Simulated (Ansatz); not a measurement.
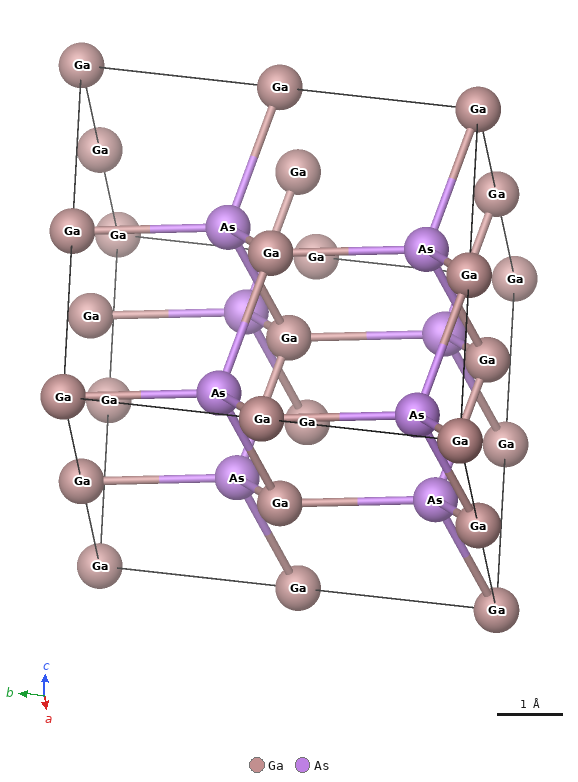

Figure 1. The structure (ball-and-stick view of the cell of the calculation, seen at an oblique angle). Near neighbours in the crystal (not all of them lie inside the picture): Ga has 4 As at 2.43 Å; As has 4 Ga at 2.43 Å.

Run report: GaAs, single-point calculation

System: GaAs (F-43m, 16 atoms in the cell).
Method: DFT LDA, scalar-relativistic, plane waves, PAW, no spin polarisation (Ansatz 0.2.0).

The structure derives from a Materials Project entry. It belongs to a series of runs on one base structure; here: the perfect crystal in a cell of 16 atoms.

Output
```
Engine: ansatz 0.2.0, x86_64-unknown-linux-gnu
Pseudopotentials: kind: paw
Pseudopotential: Ga, paw, valence charge 13, recommended cutoff 420 eV (normal), Ga.paw.azcp
Pseudopotential: As, paw, valence charge 15, recommended cutoff 420 eV (normal), As.paw.azcp
Functional definition: SPW92
  exchange = slater_x
  correlation = pw_c
Crystal: 16 atoms, lattice volume = 351.869 Å³
Basis set: ecut = 420 eV, 6855 PW (Γ), exchange–correlation on 108×108×108 points (8 copies of the dense FFT grid, shifted against one another)
Bands: 135, of which v1, the nominal top of the filled ones, is band 112 counted from 1 (111 counted from 0)
Symmetry: 192 space group operations
Space group: F-43m (ITA 216), of the structure as read, at distance tolerance 7.1e-5 Å
k-points: 4 of 27 (time reversal used)
Non-local potential: Ga, projectors of the file, l = 0: 2, l = 1: 2, l = 2: 3, l = 3: 1
Non-local potential: As, projectors of the file, l = 0: 2, l = 1: 2, l = 2: 3, l = 3: 1
PAW form: soft (Blöchl's): semilocal exchange-correlation on the pseudo side does not see the compensation charge
PAW frozen core: Ga, regenerated for the run's functional, and the local potential with it (the file was generated under x = pbe(κ = 0.804, μ = 0.2195149727645171), c = pbe(β = 0.06672455060314922))
PAW frozen core: As, regenerated for the run's functional, and the local potential with it (the file was generated under x = pbe(κ = 0.804, μ = 0.2195149727645171), c = pbe(β = 0.06672455060314922))
PAW one-centre angular grid: Ga, 590 points (default); XC on 64 Gauss nodes
PAW one-centre angular grid: As, 590 points (default); XC on 64 Gauss nodes
Initial density: superposition of atomic densities (neutral atoms: chi_scale 0, normalization atom), corrected by the library's trained network
Initial wavefunctions: pseudopotential atomic-orbital guess
Functional: x = slater, c = lda
SCF iter   1: F=—  HF=-67850.184909 eV  |F-HF|=—  |Δ(HF+E_count)|=         —  Δρ=4.69e-3  dr2=4.43e-2  ethr=1.77e-3  ⟨swp⟩=6.0  Hψ=1796  notcnv=0  defer=1
preconditioner: auto → Resta (q_TF=auto, 2.530 Å⁻¹)  ε∞=3.6  [insulator: Δε(μ)=0.459 eV  Ē_g=14.605 eV  σ=0.020 eV  W_gap=1.00  n_scr=112 (ndim 8)  ℏωp=23.8 eV  f_vac=0.078  D(μ)=0.00/eV (n_scr^D=0)  ε∞_Penn≈3.6]
SCF iter   2: F=—  HF=-67850.162745 eV  |F-HF|=—  |Δ(HF+E_count)|=   2.22e-2  Δρ=2.62e-3  dr2=1.20e-2  ethr=1.98e-5  ⟨swp⟩=3.0  Hψ=1096  notcnv=0  defer=68
SCF iter   3: F=—  HF=-67850.161360 eV  |F-HF|=—  |Δ(HF+E_count)|=   1.39e-3  Δρ=5.12e-4  dr2=8.10e-4  ethr=5.34e-6  ⟨swp⟩=3.0  Hψ=773  notcnv=0  defer=68
SCF iter   4: F=—  HF=-67850.161338 eV  |F-HF|=—  |Δ(HF+E_count)|=   2.19e-5  Δρ=1.80e-4  dr2=1.25e-4  ethr=3.62e-7  ⟨swp⟩=2.0  Hψ=918  notcnv=0  defer=68
SCF iter   5: F=—  HF=-67850.161198 eV  |F-HF|=—  |Δ(HF+E_count)|=   1.40e-4  Δρ=9.12e-5  dr2=2.92e-5  ethr=5.57e-8  ⟨swp⟩=2.0  Hψ=760  notcnv=0  defer=68
SCF iter   6: F=—  HF=-67850.161187 eV  |F-HF|=—  |Δ(HF+E_count)|=   1.14e-5  Δρ=1.75e-5  dr2=1.23e-6  ethr=1.30e-8  ⟨swp⟩=2.0  Hψ=760  notcnv=0  defer=68
SCF iter   7: F=-67850.161186 eV  HF=-67850.161186 eV  |F-HF|=3.49e-8  |Δ(HF+E_count)|=   2.29e-7  Δρ=4.53e-6  dr2=6.73e-8  ethr=4.46e-11  ⟨swp⟩=11.2  Hψ=4165  notcnv=0
SCF 1 converged in 7 iterations: F = -67850.161186 eV  dr2 = 6.73e-8
  greatest PAW one-centre occupation: 0.999 electrons in one spin orbital (limit 2), on the As atom at site 15 (counted from 0), in its partial waves of l = 2
```

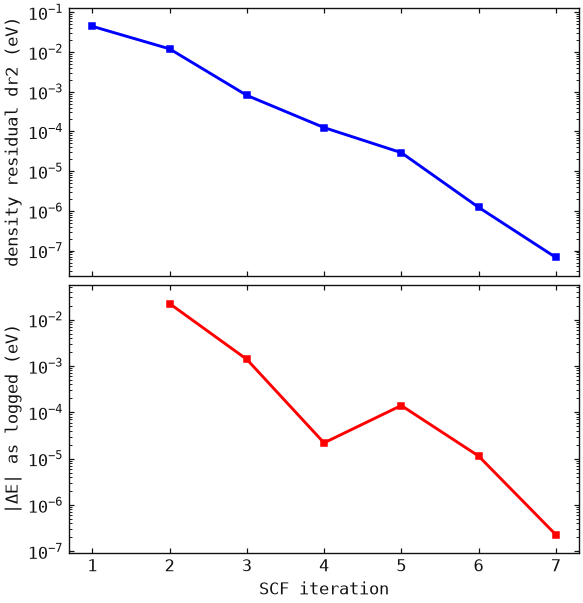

Figure 2. Convergence of the self-consistent field: density residual dr2 and size of the energy change against the SCF iteration. The residual falls at every step.

```
SCF converged after 7 iterations
Free energy (F): -67850.161186 eV
Harris-Foulkes:  -67850.161186 eV  (|F-HF|=3.49e-8)
Internal energy: -67850.161186 eV  (E = F + TS)
E sigma→0 (E₀):  -67850.161186 eV
Fermi energy:    8.489765 eV
--- Per-component energies (eV) ---
  E_band       = -2518.219614
  E_kinetic    = 1768.076268
  E_local      = -31105.068680  (includes V_loc(G=0)·N_el)
  E_nonlocal   = -1907.712773
  E_hartree    = 15668.763697
  E_xc         = -1186.271592
  E_vxc        = -1110.954086  (∫ρ·V_xc dr)
  E_paw        = -29334.677798  (= ΣΔE_a)
  E_vpaw       = -1500.096480  (= ΣTr[D̂ρ^β])
  E_aug_tail   = -0.000853  (compensation charges beyond the density's cutoff)
  E_ewald      = -21783.699134
  E_core_change = 30.429680  (= ΣΔE_core)
  E_smearing   = -0.000000  (= −TS)
  E_closure    = -0.000000  (closes the sum)
  Σ components = -67850.161186   (vs F -67850.161186, Δ=0.00e0)
--- Forces (eV/Å), atoms counted from 1 ---
  atom   1  Ga     0.00000000     0.00000000    -0.00000000
  atom   2  Ga     0.00000000     0.00000000    -0.00000000
  atom   3  Ga     0.00000000     0.00000000    -0.00000000
  atom   4  Ga     0.00000000     0.00000000    -0.00000000
  atom   5  Ga     0.00000000     0.00000000    -0.00000000
  atom   6  Ga     0.00000000    -0.00000000    -0.00000000
  atom   7  Ga     0.00000000     0.00000000    -0.00000000
  atom   8  Ga     0.00000000     0.00000000     0.00000000
  atom   9  As    -0.00000000    -0.00000000     0.00000000
  atom  10  As    -0.00000000    -0.00000000     0.00000000
  atom  11  As    -0.00000000     0.00000000    -0.00000000
  atom  12  As    -0.00000000     0.00000000    -0.00000000
  atom  13  As    -0.00000000    -0.00000000    -0.00000000
  atom  14  As    -0.00000000    -0.00000000     0.00000000
  atom  15  As    -0.00000000    -0.00000000    -0.00000000
  atom  16  As    -0.00000000     0.00000000     0.00000000
  max |Σ_I F_I| component: 1.26e-15 eV/Å
--- Stress (GPa, compression-positive) ---
       -0.046705       0.000000      -0.000000
       -0.000000      -0.046705      -0.000000
       -0.000000       0.000000      -0.046705
  P = ⅓ Tr σ = -0.0467 GPa (-0.467 kbar)
--- Band table (eV) ---
  k-point 0: bands = ["-27.0682", "-27.0682", "-27.0682", "-27.0672", "-27.0672", "-27.0672", "-27.0669", "-27.0669", "-27.0669", "-27.0669", "-27.0663", "-27.0663", "-27.0663", "-27.0663", "-27.0663", "-27.0663", "-27.0663", "-27.0663", "-27.0652", "-27.0652", "-27.0652", "-27.0652", "-27.0652", "-27.0652", "-27.0567", "-27.0567", "-27.0567", "-27.0562", "-27.0562", "-27.0559", "-27.0559", "-27.0559", "-27.0559", "-27.0559", "-27.0559", "-27.0559", "-27.0559", "-27.0551", "-27.0551", "-27.0551", "-6.8354", "-6.8354", "-6.8354", "-6.8021", "-6.8021", "-6.8021", "-6.8021", "-6.7141", "-6.7141", "-6.7141", "-6.6931", "-6.6931", "-6.6931", "-6.6931", "-6.6931", "-6.6931", "-6.6931", "-6.6931", "-6.6604", "-6.6604", "-6.6604", "-6.6604", "-6.6604", "-6.6604", "-6.6585", "-6.6585", "-6.6585", "-6.6297", "-6.6297", "-6.6256", "-6.6256", "-6.6256", "-6.6256", "-6.6256", "-6.6256", "-6.6256", "-6.6256", "-6.6165", "-6.6165", "-6.6165", "-4.7308", "-2.8880", "-2.8880", "-2.8880", "-2.8880", "-2.1177", "-2.1177", "-2.1177", "1.2439", "1.2439", "1.2439", "1.4058", "1.4058", "1.4058", "1.4058", "5.4662", "5.4662", "5.4662", "5.4662", "5.4662", "5.4662", "7.0620", "7.0620", "7.0620", "7.0620", "7.0620", "7.0620", "7.0620", "7.0620", "8.2485", "8.2485", "8.2485", "8.7302", "9.1651", "9.1651", "9.1651", "9.1651", "9.5416", "9.5416", "9.5416", "9.7858", "9.7858", "9.7858", "11.9352", "11.9352", "11.9352", "12.8473", "12.8473", "12.8473", "12.8473", "12.8473", "12.8473", "12.8473", "12.8473", "15.6737"]
  k-point 1: bands = ["-27.0678", "-27.0678", "-27.0678", "-27.0671", "-27.0670", "-27.0670", "-27.0670", "-27.0670", "-27.0670", "-27.0670", "-27.0665", "-27.0665", "-27.0662", "-27.0662", "-27.0662", "-27.0660", "-27.0660", "-27.0660", "-27.0656", "-27.0656", "-27.0656", "-27.0654", "-27.0654", "-27.0654", "-27.0565", "-27.0565", "-27.0565", "-27.0561", "-27.0561", "-27.0561", "-27.0561", "-27.0561", "-27.0560", "-27.0560", "-27.0557", "-27.0557", "-27.0557", "-27.0553", "-27.0553", "-27.0553", "-6.8240", "-6.8240", "-6.8240", "-6.8065", "-6.8065", "-6.8065", "-6.7828", "-6.7393", "-6.7076", "-6.7076", "-6.6970", "-6.6970", "-6.6887", "-6.6887", "-6.6887", "-6.6842", "-6.6842", "-6.6842", "-6.6725", "-6.6725", "-6.6725", "-6.6676", "-6.6676", "-6.6676", "-6.6494", "-6.6494", "-6.6494", "-6.6340", "-6.6340", "-6.6340", "-6.6299", "-6.6299", "-6.6281", "-6.6281", "-6.6243", "-6.6243", "-6.6243", "-6.6199", "-6.6199", "-6.6199", "-4.3984", "-3.5376", "-2.7542", "-2.7542", "-2.7542", "-2.3870", "-2.3870", "-2.3870", "1.6737", "1.6737", "1.6737", "1.6741", "1.6741", "1.6741", "2.7141", "4.8341", "4.8341", "4.8341", "5.4567", "5.5002", "5.5002", "5.5002", "5.7750", "5.7750", "5.7750", "6.5424", "6.5424", "6.5424", "7.2837", "7.2837", "7.8495", "7.8495", "9.3877", "9.8383", "9.9672", "9.9672", "9.9672", "10.5106", "10.5106", "10.5106", "11.5076", "11.5076", "11.5076", "12.5003", "12.5003", "12.6645", "12.6645", "12.6645", "12.9034", "12.9171", "12.9171", "14.0213", "14.0213", "14.0213", "15.2690"]
  k-point 2: bands = ["-27.0679", "-27.0675", "-27.0675", "-27.0675", "-27.0668", "-27.0668", "-27.0668", "-27.0668", "-27.0667", "-27.0667", "-27.0664", "-27.0664", "-27.0664", "-27.0664", "-27.0662", "-27.0662", "-27.0662", "-27.0662", "-27.0659", "-27.0659", "-27.0657", "-27.0657", "-27.0652", "-27.0652", "-27.0566", "-27.0565", "-27.0565", "-27.0563", "-27.0559", "-27.0559", "-27.0559", "-27.0559", "-27.0559", "-27.0559", "-27.0559", "-27.0559", "-27.0559", "-27.0554", "-27.0553", "-27.0553", "-6.8254", "-6.8254", "-6.8111", "-6.7993", "-6.7993", "-6.7993", "-6.7993", "-6.7524", "-6.7012", "-6.7012", "-6.6901", "-6.6901", "-6.6901", "-6.6901", "-6.6884", "-6.6884", "-6.6884", "-6.6884", "-6.6749", "-6.6749", "-6.6743", "-6.6743", "-6.6658", "-6.6658", "-6.6504", "-6.6458", "-6.6458", "-6.6356", "-6.6303", "-6.6303", "-6.6303", "-6.6303", "-6.6286", "-6.6286", "-6.6286", "-6.6286", "-6.6264", "-6.6226", "-6.6226", "-6.6198", "-4.2879", "-3.1134", "-2.9926", "-2.9926", "-2.9926", "-2.9926", "-2.0699", "-2.0699", "1.3861", "1.3861", "2.1087", "2.1087", "2.1087", "2.1087", "2.7650", "4.7620", "4.7620", "4.9024", "4.9024", "5.2922", "5.2922", "5.2922", "5.2922", "5.4742", "5.9326", "5.9326", "6.9984", "6.9984", "6.9984", "6.9984", "7.1878", "7.1878", "9.6820", "10.6713", "10.6713", "10.6713", "10.6713", "10.7016", "10.7861", "11.3270", "11.4203", "11.4203", "11.6557", "11.6557", "12.9152", "12.9152", "12.9152", "12.9152", "13.5337", "13.5337", "13.5527", "13.5527", "13.5527", "13.5527", "15.3652"]
  k-point 3: bands = ["-27.0674", "-27.0674", "-27.0673", "-27.0673", "-27.0671", "-27.0671", "-27.0668", "-27.0668", "-27.0667", "-27.0665", "-27.0665", "-27.0665", "-27.0663", "-27.0663", "-27.0662", "-27.0662", "-27.0661", "-27.0661", "-27.0660", "-27.0657", "-27.0657", "-27.0657", "-27.0655", "-27.0655", "-27.0563", "-27.0563", "-27.0563", "-27.0563", "-27.0562", "-27.0562", "-27.0562", "-27.0562", "-27.0559", "-27.0557", "-27.0557", "-27.0556", "-27.0556", "-27.0556", "-27.0556", "-27.0556", "-6.8163", "-6.8160", "-6.8160", "-6.8079", "-6.8079", "-6.7859", "-6.7859", "-6.7689", "-6.7001", "-6.6966", "-6.6918", "-6.6918", "-6.6891", "-6.6891", "-6.6845", "-6.6845", "-6.6839", "-6.6839", "-6.6816", "-6.6773", "-6.6773", "-6.6733", "-6.6721", "-6.6721", "-6.6413", "-6.6413", "-6.6389", "-6.6388", "-6.6388", "-6.6385", "-6.6385", "-6.6330", "-6.6278", "-6.6266", "-6.6263", "-6.6263", "-6.6238", "-6.6238", "-6.6236", "-6.6236", "-3.8828", "-3.5915", "-3.5915", "-2.8481", "-2.8481", "-2.3160", "-2.3148", "-2.3148", "1.5787", "1.5787", "1.6198", "2.3000", "2.3000", "3.3874", "3.3874", "4.0248", "4.1069", "4.4339", "4.4339", "4.8976", "4.8976", "5.6818", "5.6818", "6.0542", "6.1073", "6.1073", "6.2140", "6.3027", "6.3027", "6.6124", "6.6124", "7.6998", "10.3774", "10.6801", "10.6801", "10.8184", "11.6403", "11.6403", "11.8351", "11.8351", "11.9983", "11.9983", "12.0642", "12.0642", "12.5189", "12.5189", "12.6893", "12.8042", "13.2646", "13.2646", "13.8396", "13.8396", "13.8634", "14.1380", "14.3393"]
```

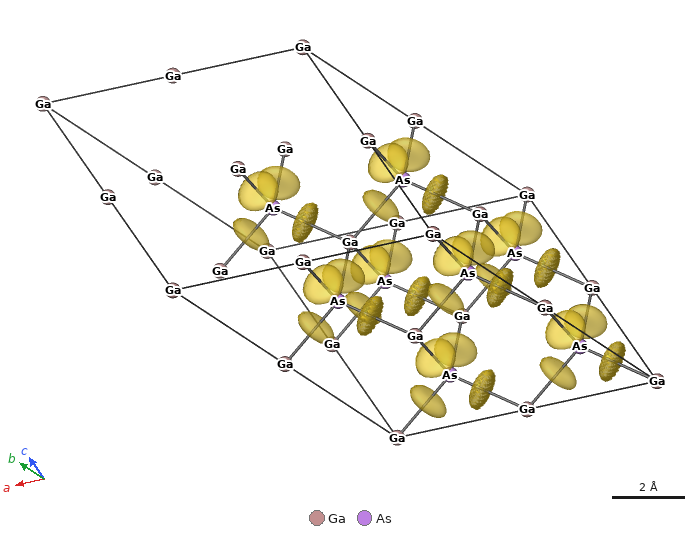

Figure 3. Isosurface of the electron localisation function at 0.7 (yellow), seen at an oblique angle. Core shells and regions of very low density are left out. Sticks mark near contacts. The outline is the calculation cell. Along the contacts the grid gives the following. Ga–As (2.43 Å): the ELF peaks at about 0.80 between the atoms, which marks localised, shared-pair bonding. Core electrons are frozen (PAW), so the fields are smoothed inside the atomic spheres.

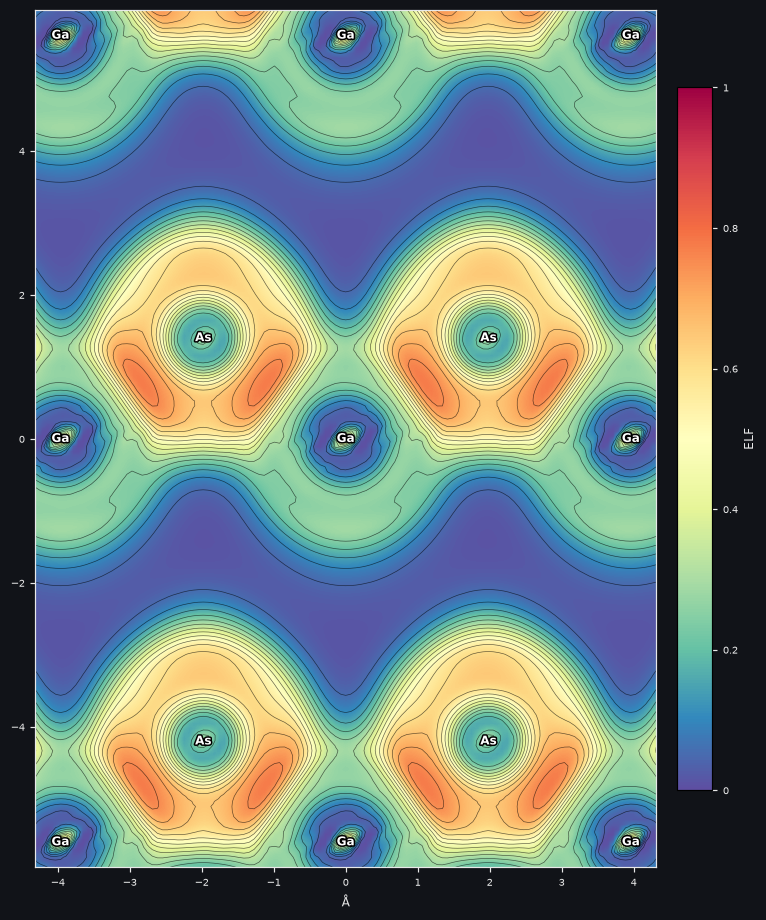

Figure 4. ELF on the (11̄0) plane of the calculation cell. The section cuts through Ga and As sites. The strong features right at Ga lie inside the PAW spheres (semicore, d or f shells) and say nothing about bonding.

The run was set up as follows.

Input file
```yaml
crystal:
  lattice:
    - [0.0, 5.6033815718, -5.6033815718]
    - [5.6033815718, 5.6033815718, 0.0]
    - [5.6033815718, 0.0, -5.6033815718]
  atoms:
    - { symbol: Ga, position: [0.5, 0.0, 0.5] }
    - { symbol: Ga, position: [0.5, 0.5, 0.5] }
    - { symbol: Ga, position: [0.0, 0.0, 0.5] }
    - { symbol: Ga, position: [0.0, 0.5, 0.5] }
    - { symbol: Ga, position: [0.5, 0.0, 0.0] }
    - { symbol: Ga, position: [0.5, 0.5, 0.0] }
    - { symbol: Ga, position: [0.0, 0.0, 0.0] }
    - { symbol: Ga, position: [0.0, 0.5, 0.0] }
    - { symbol: As, position: [0.125, 0.125, 0.125] }
    - { symbol: As, position: [0.125, 0.625, 0.125] }
    - { symbol: As, position: [0.625, 0.125, 0.125] }
    - { symbol: As, position: [0.625, 0.625, 0.125] }
    - { symbol: As, position: [0.125, 0.125, 0.625] }
    - { symbol: As, position: [0.125, 0.625, 0.625] }
    - { symbol: As, position: [0.625, 0.125, 0.625] }
    - { symbol: As, position: [0.625, 0.625, 0.625] }
basis:
  ecutwfc: 420
  xc_grid: 2
kpoints:
  mp_grid: { grid: [3, 3, 3], shift: [0.0, 0.0, 0.0] }
hamiltonian:
  xc: lda
scf:
  occupations: { method: gaussian, width: 0.02 }
output:
  forces: true
  stress: true
  eigenvalues: true
  write_density: true
  write_potential: true
  elf: true
  volumetric_format: npy
```

Run as:
```bash
ansatz run input.yaml --threads 4 --pin off --max-ram 8192MiB --backend cpu --events-out ev --progress --plain --runs-dir out
```

Results in brief

| quantity | value |
| --- | --- |
| outcome | converged |
| space group (tolerance 0.01 Å) | F-43m (216) |
| electrons treated | 224 |
| free energy | −67850.1612 eV |
| Fermi energy | 8.490 eV |
| gap on the k-point mesh | 0.48 eV |
| pressure | −0.05 GPa |
| largest force (length of the vector) | under 0.001 eV/Å |
| hardware | 4 threads of Intel Xeon @ 2.10GHz (Emerald Rapids), 189 GiB of memory available, shared host |
| wall time | 12 s (CPU time 35 s) |
| peak memory | 1.1 GiB |
